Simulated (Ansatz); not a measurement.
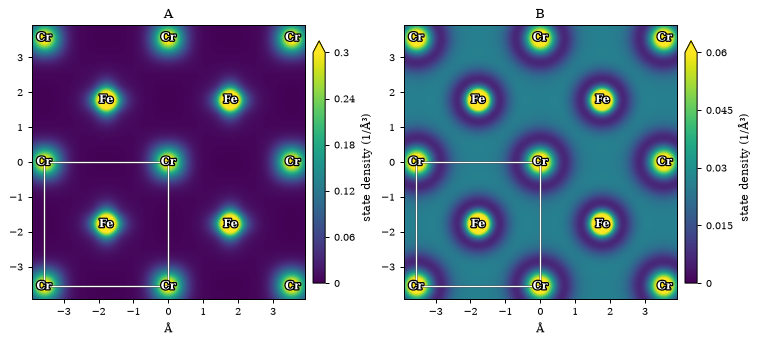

CrFe$_{3}$: densities of the states in two energy windows, on the (100) plane of the conventional cell.

Space group Pm-3m; the calculation finds a residual pressure of about 9 GPa at this fixed cell; spin-polarised. Net moment 3.8 μB in the 4-atom cell of the calculation; other magnetic orders weren't tried. r2SCAN tends to overestimate the moments of metals. The cell comes from a database of computed structures, not from a measurement.

All numbers below come from DFT r2SCAN, scalar-relativistic, plane waves, PAW in Ansatz.

In a PAW calculation such maps are meaningful between the atoms, not at the nuclei.

> Match the panels to the energy ranges (zero at the Fermi level): −9.6 to −6.4 eV and −0.25 to +0.25 eV.

Panel A: −0.25 to +0.25 eV, the states at the Fermi level, mainly Fe 3d (80 %) and Cr 3d (20 %).
Panel B: −9.6 to −6.4 eV, the lower third of the occupied valence band, mainly Fe 4s (65 %) and Cr 4s (25 %).
The characters are Löwdin shares on a minimal set of atomic orbitals.

The run took 16 s on 2 threads of Intel(R) Xeon(R) Processor @ 2.70GHz, with other jobs on the host, peak memory 0.62 GiB.
